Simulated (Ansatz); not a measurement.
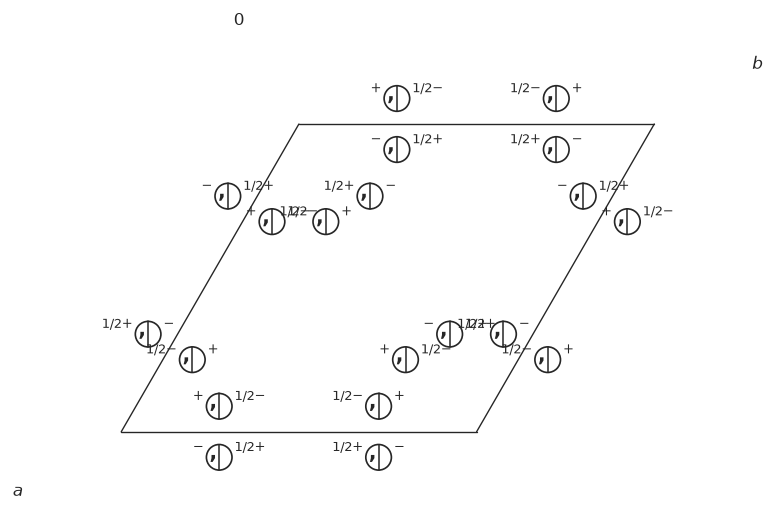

General positions of a space group, projected down c, computed from the operations of a computed or model structure of composition Pd.

A circle is a general position, a comma marks the mirror image, + and − with a fraction give the height (along the projection axis: ½+ is ½ plus the coordinate, − is its negative), and a split circle stands for two positions above each other.

### Identify the space group.

P6₃/mmc (No. 194); primitive hexagonal, point group 6/mmm, 24 general positions a cell.

### Write the general positions (in any order).

x, y, z; −x, −y, −z; x−y, x, z+1/2; −x+y, −x, −z+1/2; −y, x−y, z; y, −x+y, −z; −x, −y, z+1/2; x, y, −z+1/2; −x+y, −x, z; x−y, x, −z; y, −x+y, z+1/2; −y, x−y, −z+1/2; −y, −x, −z+1/2; y, x, z+1/2; −x, −x+y, −z; x, x−y, z; −x+y, y, −z+1/2; x−y, −y, z+1/2; y, x, −z; −y, −x, z; x, x−y, −z+1/2; −x, −x+y, z+1/2; x−y, −y, −z; −x+y, y, z
